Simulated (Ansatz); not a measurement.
## Two runs on ScAl₅

System: ScAl₅ (P-6m2, 6 atoms in the cell).
Method of run 1: DFT PBE, scalar-relativistic, plane waves, PAW, spin-polarised (Ansatz 0.2.0).

The structure was made by a generator, so it may or may not be a known phase. Text and figures count atoms from 1; the logs count them from 0 in places.

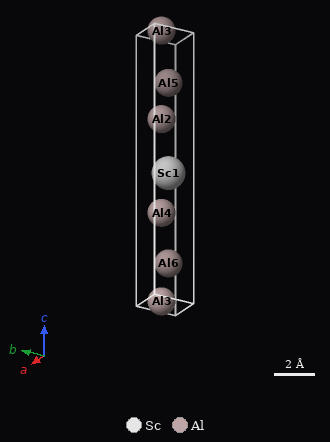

Fig. 1: The structure as given in the input (spheres-only view of the cell of the calculation, seen at an oblique angle; atoms are numbered from 1 in the order of the input). An atom can appear more than once, as a periodic image.

**Input, run 1**
```yaml
crystal:
  lattice:
    - [2.9669440791, 0.0, 0.0]
    - [-1.4834720396, 2.5694489441, 0.0]
    - [0.0, 0.0, 14.0915215609]
  atoms:
    - { symbol: Sc, position: [0.6666666667, 0.3333333333, 0.5], spin: 1.0 }
    - { symbol: Al, position: [0.3333333333, 0.6666666667, 0.6729645468] }
    - { symbol: Al, position: [0.3333333333, 0.6666666667, 0.0] }
    - { symbol: Al, position: [0.3333333333, 0.6666666667, 0.3270354532] }
    - { symbol: Al, position: [0.6666666667, 0.3333333333, 0.8332817075] }
    - { symbol: Al, position: [0.6666666667, 0.3333333333, 0.1667182925] }
basis:
  ecutwfc: 420
kpoints:
  mp_grid: { grid: [6, 6, 2] }
hamiltonian:
  xc: pbe
scf:
  occupations: { method: gaussian, width: 0.1 }
  lower_state_search: "off"
output:
  forces: true
  stress: true
  eigenvalues: true
  populations: true
magnetization:
  spin_polarized: true
```

Launched with:
```bash
ansatz run input.yaml --threads 1 --pin off --max-ram 2560MiB --backend cpu --events-out ev --progress --plain --runs-dir out
```

Hardware: 1 thread of AMD EPYC (Zen 3), 189 GiB of memory available, shared host.

**Output, shortened to warnings, some set-up lines, iterations and results (run 1)**
```
WARN: the starting moments were not kept: the SCF closed with an absolute magnetisation of 9.6e-6 μB, where they sum to 1 μB in size (1 site). That is at most 0.1 of that sum. Measured as dr2_m measures the in/out step, that magnetisation stands 6.2e-12 eV from none, at or under the dr2_threshold of 1.0e-7 eV: it is no larger than a step whose dr2_m would equal this threshold. The system may hold …
Basis set: ecut = 420 eV, 2027 PW (Γ), exchange–correlation on 40×40×192 points (8 copies of the dense FFT grid, shifted against one another)
Symmetry: 12 space group operations
k-points: 14 of 72 (time reversal used)
Initial density: superposition of atomic densities (chi_scale 0.1, normalization cell)
[...]
SCF iter   1: F=—  HF=-4824.360622 eV  |F-HF|=—  |Δ(HF+E_count)|=         —  Δρ=3.05e-2 (↑1.81e-2 ↓3.05e-2)  dr2=2.00e1  dr2_m=3.27e-1  M=0.364 μB ∫|m|=0.425 μB  β_m=0.30  …
SCF iter   2: F=—  HF=-4823.884565 eV  |F-HF|=—  |Δ(HF+E_count)|=   4.76e-1  Δρ=1.79e-2 (↑1.79e-2 ↓1.73e-2)  dr2=4.73e0  dr2_m=1.98e-1  M=0.300 μB ∫|m|=0.359 μB  β_m=0.30  …
SCF iter   3: F=—  HF=-4823.662737 eV  |F-HF|=—  |Δ(HF+E_count)|=   2.22e-1  Δρ=1.26e-2 (↑1.22e-2 ↓1.26e-2)  dr2=4.12e-1  dr2_m=1.26e-1  M=0.221 μB ∫|m|=0.255 μB  β_m=0.30  …
SCF iter   4: F=—  HF=-4823.820978 eV  |F-HF|=—  |Δ(HF+E_count)|=   1.58e-1  Δρ=1.26e-2 (↑7.37e-3 ↓1.26e-2)  dr2=5.89e0  dr2_m=6.44e-2  M=0.199 μB ∫|m|=0.248 μB  β_m=0.30  …
SCF iter   5: F=—  HF=-4823.605250 eV  |F-HF|=—  |Δ(HF+E_count)|=   2.16e-1  Δρ=7.17e-3 (↑6.09e-3 ↓7.17e-3)  dr2=1.98e-2  dr2_m=4.28e-2  M=0.141 μB ∫|m|=0.179 μB  β_m=0.30  …
[... 15 lines ...]
SCF iter  21: F=-4823.628551 eV  HF=-4823.628551 eV  |F-HF|=5.68e-9  |Δ(HF+E_count)|=   1.72e-7  Δρ=1.63e-6 (↑1.63e-6 ↓1.57e-6)  dr2=1.49e-8  dr2_m=2.38e-9  M=-0.000 μB …
SCF iter  22: F=-4823.628551 eV  HF=-4823.628551 eV  |F-HF|=9.42e-8  |Δ(HF+E_count)|=   1.77e-8  Δρ=1.24e-6 (↑1.24e-6 ↓1.20e-6)  dr2=9.72e-8  dr2_m=3.95e-10  M=-0.000 μB …
SCF iter  23: F=-4823.628551 eV  HF=-4823.628551 eV  |F-HF|=1.40e-9  |Δ(HF+E_count)|=   2.03e-9  Δρ=4.24e-7 (↑4.24e-7 ↓4.24e-7)  dr2=2.01e-9  dr2_m=1.54e-10  M=-0.000 μB …
SCF iter  24: F=-4823.628551 eV  HF=-4823.628551 eV  |F-HF|=3.09e-11  |Δ(HF+E_count)|=  8.84e-10  Δρ=1.29e-7 (↑1.29e-7 ↓1.23e-7)  dr2=8.84e-11  dr2_m=1.37e-11  M=0.000 μB …
SCF 1 converged in 24 iterations: F = -4823.628551 eV  dr2 = 8.84e-11
SCF converged after 24 iterations
Magnetization: 0.0000 μB (13.0000 up, 13.0000 down)
Absolute magnetization: 0.0000 μB (∫|ρ↑−ρ↓|, with the PAW one-centre terms)
Spin contamination: 0.0000 ħ² per cell (⟨S²⟩ above its minimum at these occupations)
Per-site moments (μB) at R_I (Å): [(1.349893016148994e-6, 1.2238644326267432), (-2.1926481176400193e-7, 1.1694824376953596), (4.553603789241605e-8, 1.1993419306228186), (-2.1926481178810714e-7, 1.1694824376953596), (1.3051544696013125e-7, 1.1694824376953596), (1.3051544707884146e-7, …
Free energy (F): -4823.628551 eV
Harris-Foulkes:  -4823.628551 eV  (|F-HF|=3.09e-11)
Internal energy: -4823.615143 eV  (E = F + TS)
E sigma→0 (E₀):  -4823.621847 eV
Entropy (-TS):   -0.013409 eV (-2.235 meV/atom)
Fermi energy:    8.182563 eV
--- Per-component energies (eV) ---
  E_band       = -119.148324
  E_kinetic    = 373.731152
  E_local      = -2045.871472  (includes V_loc(G=0)·N_el)
  E_nonlocal   = 136.036148
  E_hartree    = 912.561202
  E_xc         = -302.371853
  E_vxc        = -273.144918  (∫ρ·V_xc dr)
  E_paw        = -3292.484519  (= ΣΔE_a)
  E_vpaw       = -135.021390  (= ΣTr[D̂ρ^β])
  E_aug_tail   = 0.000000  (compensation charges beyond the density's cutoff)
  E_ewald      = -605.215801
  E_smearing   = -0.013409  (= −TS)
  E_closure    = 0.000000  (closes the sum)
  Σ components = -4823.628551   (vs F -4823.628551, Δ=0.00e0)
--- Forces (eV/Å), atoms counted from 1 ---
  atom   1  Sc     0.00000000     0.00000000     0.00000000
  atom   2  Al     0.00000000     0.00000000     0.00274439
  atom   3  Al     0.00000000     0.00000000     0.00000000
  atom   4  Al     0.00000000     0.00000000    -0.00274439
  atom   5  Al    -0.00000000    -0.00000000     0.00385342
  atom   6  Al    -0.00000000    -0.00000000    -0.00385342
  max |Σ_I F_I| component: 3.70e-17 eV/Å
--- Stress (GPa, compression-positive) ---
        0.125799       0.000000       0.000000
        0.000000       0.125799       0.000000
        0.000000       0.000000       0.080981
  P = ⅓ Tr σ = 0.1109 GPa (1.109 kbar)
--- Löwdin populations: 6 sites ---
  site symbol       q [e]    m [muB]
     0     Sc     10.6032     0.0000
     1     Al      3.1295    -0.0000
     2     Al      2.9532     0.0000
     3     Al      3.1295    -0.0000
     4     Al      2.9602     0.0000
     5     Al      2.9602     0.0000
  spilling = 0.010168 (of n_electrons = 26.000000)
```

The input of run 2 differs as follows (lines with − go, lines with + come):
```diff
-    - [2.9669440791, 0.0, 0.0]
-    - [-1.4834720396, 2.5694489441, 0.0]
-    - [0.0, 0.0, 14.0915215609]
+    - [2.81890849, 0.0, 0.0]
+    - [-1.40945424, 2.44124636, 0.0]
+    - [0.0, 0.0, 14.03090821]
-    - { symbol: Sc, position: [0.6666666667, 0.3333333333, 0.5], spin: 1.0 }
-    - { symbol: Al, position: [0.3333333333, 0.6666666667, 0.6729645468] }
-    - { symbol: Al, position: [0.3333333333, 0.6666666667, 0.0] }
-    - { symbol: Al, position: [0.3333333333, 0.6666666667, 0.3270354532] }
-    - { symbol: Al, position: [0.6666666667, 0.3333333333, 0.8332817075] }
-    - { symbol: Al, position: [0.6666666667, 0.3333333333, 0.1667182925] }
+    - { symbol: Sc, position: [0.66666667, 0.33333333, 0.5] }
+    - { symbol: Al, position: [0.33333333, 0.66666667, 0.66666667] }
+    - { symbol: Al, position: [0.33333333, 0.66666667, 0.0] }
+    - { symbol: Al, position: [0.33333333, 0.66666667, 0.33333333] }
+    - { symbol: Al, position: [0.66666667, 0.33333333, 0.83333333] }
+    - { symbol: Al, position: [0.66666667, 0.33333333, 0.16666667] }
-  populations: true
-magnetization:
-  spin_polarized: true
```

What does this change do to the results?

With the same functional and potentials, run 2 lies 65.9 meV per atom higher. The pressure goes from 0.11 to 9.41 GPa. The largest force goes from 0.004 to 0.669 eV/Å. The volume per atom goes from 17.90 to 16.09 Å³. The SCF takes 8 iterations against 24. The plane waves at Γ go from 2027 to 1883. On the same kind of shared host run 2 took about 0.21 times as long. The two runs start from different initial densities, which also moves the count.

**Output, shortened to warnings, some set-up lines, iterations and results (run 2)**
```
Basis set: ecut = 420 eV, 1883 PW (Γ), exchange–correlation on 40×40×192 points (8 copies of the dense FFT grid, shifted against one another)
Symmetry: 12 space group operations
k-points: 14 of 72 (time reversal used)
Initial density: superposition of atomic densities (neutral atoms: chi_scale 0, normalization atom), corrected by the library's trained network
[...]
SCF iter   1: F=—  HF=-4823.239694 eV  |F-HF|=—  |Δ(HF+E_count)|=         —  Δρ=4.61e-3  dr2=1.18e-1  ethr=1.77e-3  ⟨swp⟩=5.9  Hψ=1492  notcnv=0
SCF iter   2: F=—  HF=-4823.237523 eV  |F-HF|=—  |Δ(HF+E_count)|=   2.17e-3  Δρ=3.28e-3  dr2=1.12e-1  ethr=4.54e-4  ⟨swp⟩=1.0  Hψ=378  notcnv=0
SCF iter   3: F=—  HF=-4823.240547 eV  |F-HF|=—  |Δ(HF+E_count)|=   3.02e-3  Δρ=2.48e-3  dr2=2.03e-1  ethr=4.31e-4  ⟨swp⟩=1.6  Hψ=282  notcnv=0
SCF iter   4: F=—  HF=-4823.233330 eV  |F-HF|=—  |Δ(HF+E_count)|=   7.22e-3  Δρ=5.26e-4  dr2=5.09e-4  ethr=4.31e-4  ⟨swp⟩=1.4  Hψ=265  notcnv=0
SCF iter   5: F=—  HF=-4823.233300 eV  |F-HF|=—  |Δ(HF+E_count)|=   2.99e-5  Δρ=2.47e-4  dr2=1.92e-4  ethr=1.96e-6  ⟨swp⟩=1.4  Hψ=317  notcnv=0
SCF iter   6: F=—  HF=-4823.233289 eV  |F-HF|=—  |Δ(HF+E_count)|=   1.08e-5  Δρ=1.19e-4  dr2=6.17e-5  ethr=7.39e-7  ⟨swp⟩=1.9  Hψ=321  notcnv=0
SCF iter   7: F=—  HF=-4823.233295 eV  |F-HF|=—  |Δ(HF+E_count)|=   6.08e-6  Δρ=4.14e-5  dr2=1.69e-6  ethr=2.37e-7  ⟨swp⟩=1.4  Hψ=281  notcnv=0
SCF iter   8: F=-4823.233295 eV  HF=-4823.233295 eV  |F-HF|=1.63e-8  |Δ(HF+E_count)|=   1.50e-7  Δρ=9.49e-6  dr2=7.13e-8  ethr=3.85e-10  ⟨swp⟩=5.0  Hψ=1076  notcnv=0
SCF 1 converged in 8 iterations: F = -4823.233295 eV  dr2 = 7.13e-8
SCF converged after 8 iterations
Free energy (F): -4823.233295 eV
Harris-Foulkes:  -4823.233295 eV  (|F-HF|=1.63e-8)
Internal energy: -4823.215219 eV  (E = F + TS)
E sigma→0 (E₀):  -4823.224257 eV
Entropy (-TS):   -0.018076 eV (-3.013 meV/atom)
Fermi energy:    9.325929 eV
--- Per-component energies (eV) ---
  E_band       = -90.005567
  E_kinetic    = 384.507122
  E_local      = -2203.437488  (includes V_loc(G=0)·N_el)
  E_nonlocal   = 138.165599
  E_hartree    = 1003.095884
  E_xc         = -306.598934
  E_vxc        = -278.740944  (∫ρ·V_xc dr)
  E_paw        = -3293.960371  (= ΣΔE_a)
  E_vpaw       = -136.691935  (= ΣTr[D̂ρ^β])
  E_aug_tail   = -0.000001  (compensation charges beyond the density's cutoff)
  E_ewald      = -544.987031
  E_smearing   = -0.018076  (= −TS)
  E_closure    = 0.000000  (closes the sum)
  Σ components = -4823.233295   (vs F -4823.233295, Δ=0.00e0)
--- Forces (eV/Å), atoms counted from 1 ---
  atom   1  Sc    -0.00000000     0.00000000     0.00000000
  atom   2  Al     0.00000000    -0.00000000     0.66883985
  atom   3  Al     0.00000000    -0.00000000    -0.00000000
  atom   4  Al    -0.00000000    -0.00000000    -0.66883985
  atom   5  Al    -0.00000000     0.00000000    -0.20907110
  atom   6  Al    -0.00000000     0.00000000     0.20907110
  max |Σ_I F_I| component: 4.15e-17 eV/Å
--- Stress (GPa, compression-positive) ---
       10.990148       0.000000      -0.000000
        0.000000      10.990148       0.000000
       -0.000000       0.000000       6.263118
  P = ⅓ Tr σ = 9.4145 GPa (94.145 kbar)
```

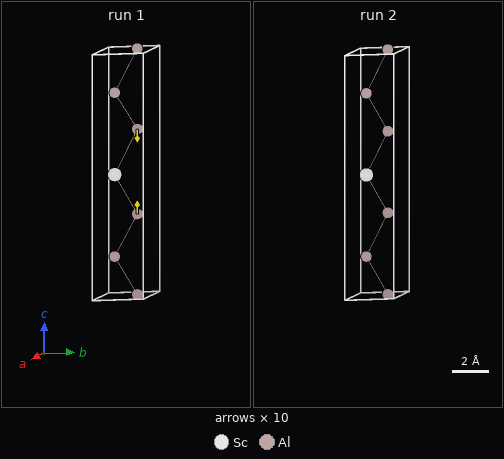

Fig. 2: The two input geometries at one scale (ball-and-stick view of the cell of the calculation, seen slightly off an axis). The yellow arrows on the first give the shifts of the atoms relative to the cell, magnified 10 times. The largest moves relative to the cell, 0.088 Å, are those of Al atoms. Sc stays in place. Cell: a = b 2.967 → 2.819 Å (−5.0 %), c 14.092 → 14.031 Å (−0.4 %). Volume −10.1 %. Among the contacts that change: Sc–Sc 2.967 → 2.819 Å, Al–Al 2.967 → 2.819 Å, Al–Sc 2.979 → 2.849 Å, Al–Al 2.907 → 2.849 Å.

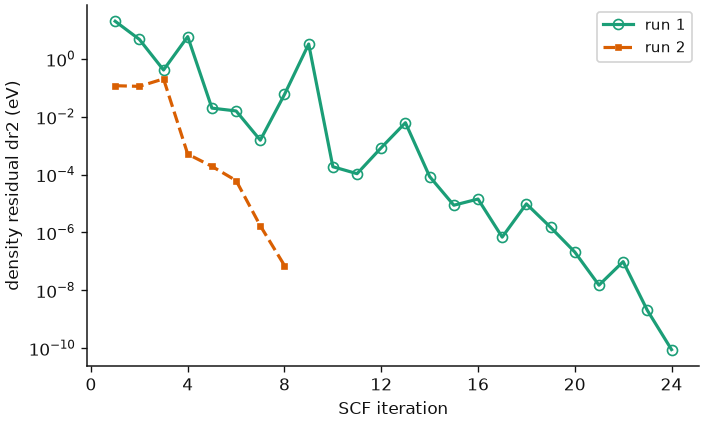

Fig. 3: Convergence of the two runs: density residual dr2 against the SCF iteration. Run 1 takes 24 iterations in all, and run 2 takes 8.

**The two runs side by side**

```csv
quantity,run 1,run 2
outcome,converged,converged
free energy per atom (eV),−803.9381,−803.8722
"energy per atom, smearing taken to zero (eV)",−803.9370,−803.8707
gap on the mesh (eV),0.00,0.00
net moment of the cell (μB),0.00,–
absolute moment of the cell (μB),0.00,–
pressure (GPa),0.11,9.41
volume per atom (Å³),17.90,16.09
largest force (eV/Å),0.004,0.669
SCF iterations,24,8
irreducible k-points,14,14
plane waves at Γ,2027,1883
wall time (shared host),24 s,5 s
```

For run 1: Warnings: some starting moments were not kept. For run 2: The cell is under a pressure of 9.4 GPa at this level, so it is not at its equilibrium volume.
